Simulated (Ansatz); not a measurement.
# Geometry relaxation of Hf8HO17 (part 5 of 5)

Hf8HO17 (slab, 26 atoms in the cell); DFT PBE+D3(BJ), scalar-relativistic, plane waves, PAW, spin-polarised (Ansatz 0.2.0); cutoff 420 eV, 3×3×1 k-mesh, Gaussian smearing of 0.05 eV, collinear spins. The structure derives from an entry of the Crystallography Open Database. The input holds or restrains some coordinates. Forces given for the steps count only the free coordinates. It belongs to a series of runs on one base structure; here: 1 OH a cell, anchor, over a hollow O-Hf-Hf site.

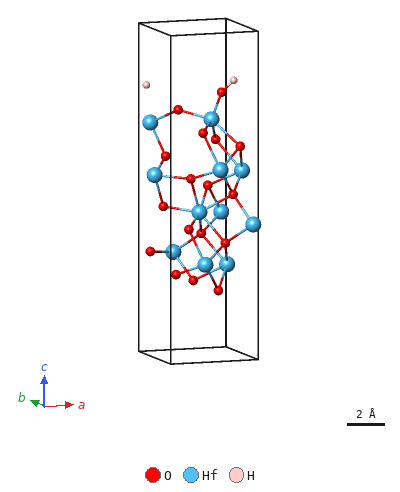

**Figure 1.** The geometry at step 10 of the log (ball-and-stick view of the cell of the calculation, with the vacuum cut short, seen slightly off an axis).

**Trajectory as extended XYZ (Å, eV, eV/Å), 4 of the 14 frames kept, from step=1 to step=14**
```
26
Lattice="5.1261 0.0000 0.0000 0.0000 5.2022 0.0000 0.0000 0.0000 28.6272" Properties=species:S:1:pos:R:3:forces:R:3 step=1 energy=-135468.16851
O     3.2540    1.2585    8.0000    0.1934   0.3279   1.3070
O     2.7483    3.9437    8.2180    1.2837   0.2106   1.5307
O     0.9393    1.7470    8.9365   -0.7807   0.1256   0.4459
Hf    4.3290    2.8219    9.1985   -1.0862  -1.3456  -1.8506
Hf    2.1113    0.2208    9.6359    0.3420   0.4565  -4.2708
O     0.3749    4.3481    9.8980   -0.4488   0.1549   0.9935
O     3.6921    1.3426   10.6164    0.3094   0.3035   1.6794
O     3.1863    3.8596   10.8345    0.2225  -0.4734   1.9872
O     1.3774    0.8541   11.5529   -0.1016   0.4489   1.6228
Hf    4.7671    4.9814   11.8150    0.0845   0.3587  -2.4276
Hf    2.5494    2.3803   12.2523    0.0609  -0.2635  -1.9825
O     0.8130    3.4552   12.5144   -0.0614  -0.3040   0.9915
O     4.1313    1.2801   13.3097   -0.0039   0.0084  -0.0204
O     3.6228    3.9618   13.5552   -0.0050  -0.0146  -0.0405
O     1.7897    1.7276   14.2186    0.0331   0.0436   0.0086
Hf    0.0899    2.8160   14.3978    0.0096   0.1288   0.0974
Hf    3.0267    0.2706   14.8707   -0.0494  -0.1881   0.1089
O     1.2587    4.3439   15.2192    0.0712  -0.0600  -0.1183
O     4.5026    1.4301   15.9289    0.0882  -0.0636   0.0102
O     4.0318    3.9738   16.2293   -0.0770   0.0826  -0.3727
O     2.1652    0.9404   16.8488    0.0401   0.0897  -0.1806
Hf    0.5877    4.9601   17.0431   -0.2473  -1.0690   1.6127
Hf    3.1749    2.5251   17.3618    0.3004   1.4057   2.1111
O     1.6042    3.5697   17.9852    2.7870  -0.5466  -2.9370
O     0.0803    3.6850   19.3952   -2.2708  -0.1510  -0.7211
H    -0.2363    3.4405   20.2752   -0.6948   0.3353   0.4151
26
Lattice="5.1261 0.0000 0.0000 0.0000 5.2022 0.0000 0.0000 0.0000 28.6272" Properties=species:S:1:pos:R:3:forces:R:3 step=5 energy=-135471.11175
O     3.2540    1.2585    8.0000    0.1697   0.2897   1.2248
O     2.7483    3.9437    8.2180    1.2453   0.2045   1.4005
O     0.9393    1.7470    8.9365   -0.7467   0.1553   0.3418
Hf    4.3290    2.8219    9.1985   -1.0506  -1.2862  -1.5703
Hf    2.1113    0.2208    9.6359    0.3117   0.4317  -3.8723
O     0.3749    4.3481    9.8980   -0.4177   0.0937   0.8039
O     3.6921    1.3426   10.6164    0.3183   0.3283   1.4919
O     3.1863    3.8596   10.8345    0.2292  -0.4428   1.8078
O     1.3774    0.8541   11.5529   -0.0836   0.4269   1.4349
Hf    4.7671    4.9814   11.8150    0.0462   0.3759  -1.7843
Hf    2.5494    2.3803   12.2523    0.1070  -0.2656  -1.3657
O     0.8130    3.4552   12.5144   -0.0636  -0.2613   1.0285
O     4.1349    1.2852   13.3245    0.0287   0.0420   0.0558
O     3.6272    3.9729   13.5743    0.0293   0.0360   0.0126
O     1.8019    1.7358   14.2280    0.0303   0.0180   0.0436
Hf    0.1038    2.8281   14.4312   -0.1110  -0.0058  -0.0070
Hf    3.0302    0.2840   14.9315    0.1062   0.0629   0.0280
O     1.2734    4.3661   15.2474    0.0977   0.0562   0.0594
O     4.5555    1.4180   15.9840    0.1053  -0.0264   0.0653
O     4.0862    3.9528   16.2441    0.0640  -0.0602  -0.2023
O     2.2059    0.9856   16.9475   -0.0255  -0.1318   0.1660
Hf    0.6517    4.9159   17.1257    0.2319   0.0036  -0.2063
Hf    3.4308    2.5366   17.5505    0.0403  -0.2394  -0.5776
O     1.8300    3.5469   17.8598   -0.2213   0.1020   0.3228
O    -0.5405    3.5448   18.9474   -0.1596   0.0525   1.9289
H    -0.3790    3.5353   19.9615   -0.2819   0.0399  -2.6318
26
Lattice="5.1261 0.0000 0.0000 0.0000 5.2022 0.0000 0.0000 0.0000 28.6272" Properties=species:S:1:pos:R:3:forces:R:3 step=10 energy=-135471.59046 accepted=F
O     3.2540    1.2585    8.0000    0.1730   0.2935   1.2373
O     2.7483    3.9437    8.2180    1.2464   0.2099   1.4068
O     0.9393    1.7470    8.9365   -0.7493   0.1496   0.3638
Hf    4.3290    2.8219    9.1985   -1.0820  -1.2760  -1.6054
Hf    2.1113    0.2208    9.6359    0.3389   0.4059  -3.9344
O     0.3749    4.3481    9.8980   -0.4208   0.0915   0.8446
O     3.6921    1.3426   10.6164    0.3240   0.3178   1.5354
O     3.1863    3.8596   10.8345    0.2052  -0.4684   1.6391
O     1.3774    0.8541   11.5529   -0.0978   0.4131   1.5336
Hf    4.7671    4.9814   11.8150   -0.0302   0.3966  -2.2438
Hf    2.5494    2.3803   12.2523    0.0784  -0.1629  -1.7700
O     0.8130    3.4552   12.5144   -0.0896  -0.3003   0.9749
O     4.1281    1.2940   13.3164    0.1249  -0.0666   0.0419
O     3.6159    3.9850   13.4835    0.0655  -0.0551   0.1578
O     1.8162    1.7540   14.2323   -0.1978   0.0558   0.0863
Hf    0.0766    2.8205   14.3892    0.0597  -0.3400  -0.2405
Hf    3.0109    0.2428   14.8765    0.0229   0.3481  -0.1495
O     1.2685    4.3458   15.1778   -0.1222  -0.1122   0.0892
O     4.5528    1.3186   15.9809    0.1978   0.2632  -0.1989
O     4.0308    3.8671   16.0399    0.2471   0.0472  -0.1701
O     2.2185    0.8935   16.8830   -0.2947  -0.2577   0.2261
Hf    0.5725    4.9070   17.0129    0.2859  -0.2849   0.5021
Hf    3.3136    2.5443   17.3813   -0.0415   0.0143   0.4808
O     1.6810    3.4456   17.8646   -0.1016   0.2913  -0.3769
O    -0.7092    3.9543   18.6443   -0.3029  -0.0438  -0.3732
H    -0.1373    3.5691   19.3254    0.1613   0.0704  -0.0553
26
Lattice="5.1261 0.0000 0.0000 0.0000 5.2022 0.0000 0.0000 0.0000 28.6272" Properties=species:S:1:pos:R:3:forces:R:3 step=14 energy=-135471.64274
O     3.2540    1.2585    8.0000    0.1718   0.2910   1.2343
O     2.7483    3.9437    8.2180    1.2440   0.2110   1.4015
O     0.9393    1.7470    8.9365   -0.7467   0.1494   0.3604
Hf    4.3290    2.8219    9.1985   -1.0724  -1.2703  -1.5946
Hf    2.1113    0.2208    9.6359    0.3311   0.4027  -3.9234
O     0.3749    4.3481    9.8980   -0.4159   0.0905   0.8210
O     3.6921    1.3426   10.6164    0.3173   0.3263   1.5296
O     3.1863    3.8596   10.8345    0.1950  -0.4857   1.6496
O     1.3774    0.8541   11.5529   -0.0777   0.4280   1.5472
Hf    4.7671    4.9814   11.8150   -0.0257   0.3144  -2.1785
Hf    2.5494    2.3803   12.2523    0.0928  -0.1089  -1.6967
O     0.8130    3.4552   12.5144   -0.0137  -0.3391   0.8733
O     4.1366    1.2842   13.3144    0.0039  -0.0043  -0.0131
O     3.6179    3.9789   13.4919    0.0032   0.0037  -0.0055
O     1.8180    1.7560   14.2473   -0.0084   0.0022  -0.0004
Hf    0.0800    2.8106   14.3856    0.0039  -0.0086  -0.0134
Hf    3.0197    0.2484   14.8773   -0.0024   0.0146  -0.0158
O     1.2720    4.3487   15.1772   -0.0152  -0.0128   0.0024
O     4.5660    1.3460   15.9648   -0.0149   0.0057   0.0075
O     4.0509    3.8673   16.0277    0.0108   0.0065  -0.0017
O     2.2332    0.8574   16.9397    0.0149   0.0077   0.0033
Hf    0.5839    4.8944   17.0190    0.0160  -0.0245   0.0184
Hf    3.3231    2.5357   17.3824   -0.0055  -0.0058   0.0233
O     1.6636    3.4221   17.8109    0.0019   0.0206  -0.0059
O    -0.7346    3.9708   18.6109   -0.0262  -0.0125  -0.0241
H    -0.1183    3.6195   19.2736    0.0179  -0.0017   0.0014
```

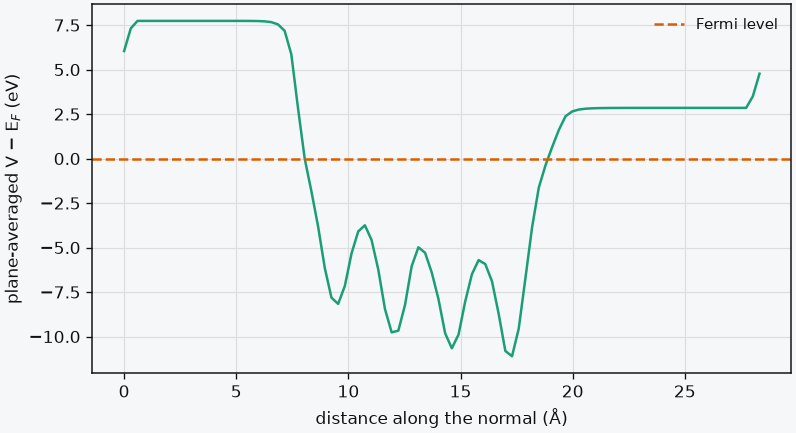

**Figure 2.** Plane average of the electrostatic potential energy of an electron across the cell, from the Fermi level. The vacuum level lies 2.85 eV above the Fermi level on the upper side and 7.74 eV on the lower.

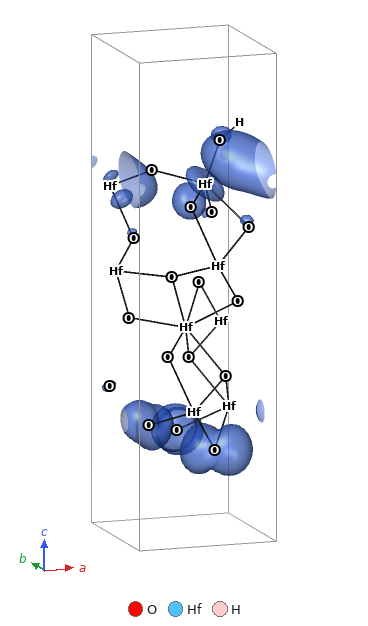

**Figure 3.** Isosurfaces of the spin density (up minus down) at +0.015 (blue) and −0.015 e/Å³ (red), seen slightly off an axis. Sticks mark near contacts. The cell of the calculation (26 atoms) carries 2.2 μB net. The fields are those of the smooth PAW valence density.

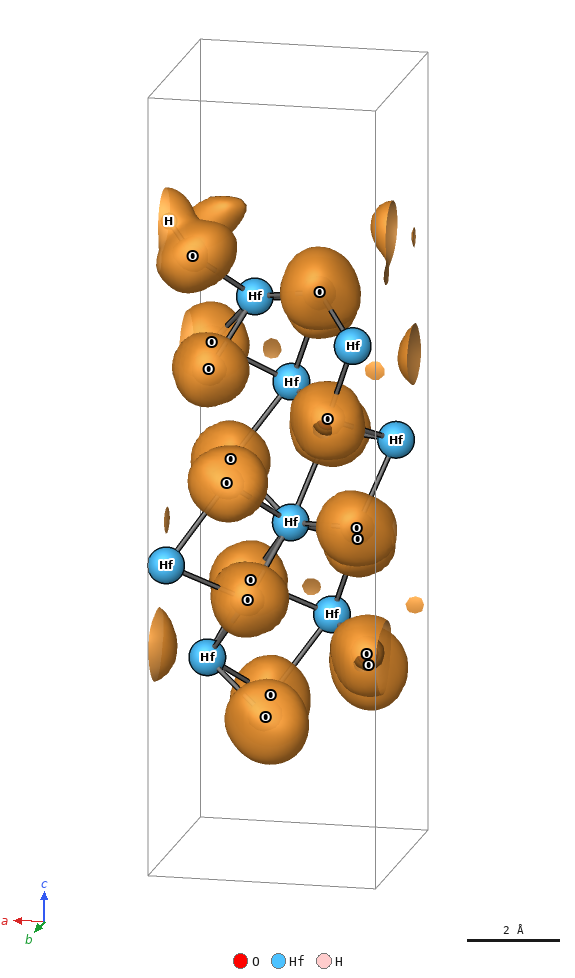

**Figure 4.** Isosurface of the ELF at 0.7 (orange), seen at an oblique angle. Core shells and regions of very low density are left out. Sticks mark near contacts. Hf–O (1.93 Å): the ELF peaks at about 0.80 in the valence shell of O, 0.6 Å from its nucleus, and drops to about 0.25 between the two atoms (a polar contact without a shared pair, in a metal).

**Summary**

```csv
quantity,value
outcome,converged under the restraints of the input
electrons treated,311
free energy,−135471.6427 eV
"work function, top face",2.85 eV
"work function, bottom face",7.74 eV
Fermi energy,2.911 eV
gap on the k-point mesh,none (metallic)
net moment of the cell,2.15 μB
integrated absolute moment,2.33 μB
final volume,763.40 Å³
work function (upper face),2.85 eV
"largest force (length of the vector) at the end, held atoms and coordinates included",3.958 eV/Å
wall time,9 min (CPU time 68 min)
peak memory,5.4 GiB
```

Notes on the run: the exchange-correlation potential is rough where the density is thin. Spin–orbit coupling is left out, which matters for Hf.
